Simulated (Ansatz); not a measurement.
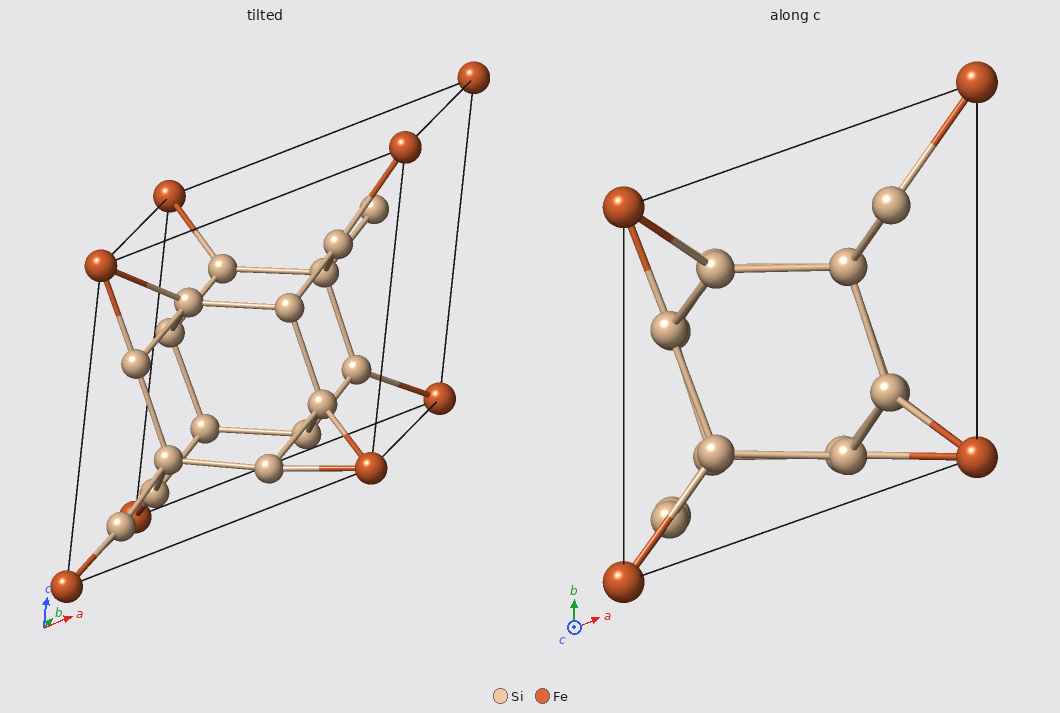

A ball-and-stick rendering, viewed slightly off an axis and along the c axis. The simulation cell is drawn as a box.

Notes on the structure:

Its composition is FeSi16. There is no symmetry operation other than the lattice translations (P1). The cell has 17 atoms, namely 1 Fe, 16 Si. The coordination shell of Fe holds ten Si. The bonds build a three-dimensional framework.

Provenance: a structure listed in the Materials Project, repeated into a supercell with a point defect put in. The cell was then strained or its atoms displaced on purpose. The atoms were relaxed in a fixed cell with DFT PBEsol, scalar-relativistic, plane waves, PAW (Ansatz 0.2.0).
